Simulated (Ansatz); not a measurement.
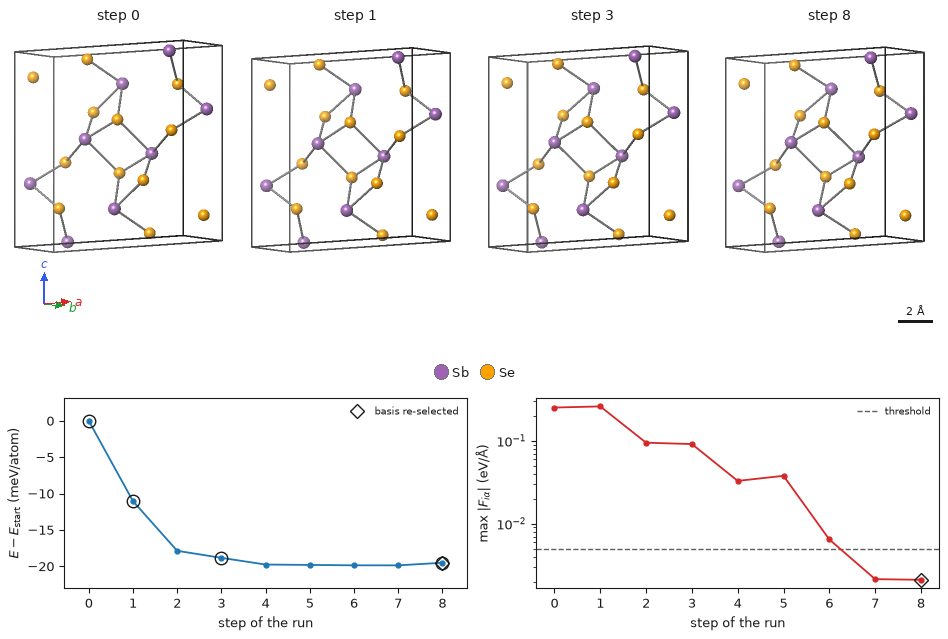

Frames of a relaxation of a crystal of Sb$_{2}$Se$_{3}$ (built on the database structure type), marked on the history of the run. The picture is a ball-and-stick view of the cell of the calculation, seen from a free direction.

The calculation used DFT, PBE-D3(BJ), plane waves, PAW (Ansatz). (plane-wave cutoff 420 eV; k-point mesh 2 × 6 × 2; occupations fermi dirac; smearing width 0.02 eV; no spin polarisation; cell and atoms relaxed; force threshold 0.005 eV/Å)

Question: Describe the path.

Answer: Over 7 accepted moves (8 points after the start) the energy falls by 19.5 meV per atom. The largest force component goes from 0.25 to 0.0021 eV/Å. The pressure goes from −0.87 to 0.00 GPa. At 1 point the geometry stayed and the basis and grid were re-selected for the new cell (energy shift of 0.4 meV per atom at most each time). The largest moves relative to the cell, 0.16 Å, are those of Sb atoms. Largest moves by element: Sb 0.16 Å, Se 0.15 Å. Cell: a 12.362 → 11.698 Å (−5.4 %), b 4.002 → 3.989 Å (−0.3 %), c 11.714 → 11.338 Å (−3.2 %). Volume −8.7 %. Some distances before and after: Sb–Se 3.663 → 3.423 Å, Sb–Se 3.299 → 3.077 Å, Sb–Se 3.274 → 3.118 Å, Sb–Se 2.663 → 2.730 Å. Among the angles between lasting bonds that change: Se–Sb–Se 87.9° → 82.6°, Sb–Se–Sb 99.2° → 97.0°. The space group stays Pnma (No. 62). From step 0 to 1: Se atoms move most (0.19 Å), volume −10.4 %, energy −11.0 meV per atom. From step 1 to 3: Se atoms move most (0.11 Å), volume +2.9 %, energy −7.8 meV per atom. From step 3 to 8: Sb atoms move most (0.08 Å), volume −1.0 %, energy −0.7 meV per atom.

```tsv
step	E − E(0), meV/atom	largest force component, eV/Å	pressure, GPa	volume, Å³/atom	note
0	0.00	0.2533	-0.87	28.972	
1	-11.04	0.2613	1.36	25.968	
2	-17.87	0.0953	-0.27	26.987	
3	-18.83	0.0917	-0.09	26.730	
4	-19.75	0.0329	0.00	26.455	
5	-19.81	0.0379	0.02	26.439	
6	-19.86	0.0065	-0.02	26.464	
7	-19.86	0.0021	0.00	26.454	
8	-19.51	0.0021	0.00	26.454	same geometry, new basis
```
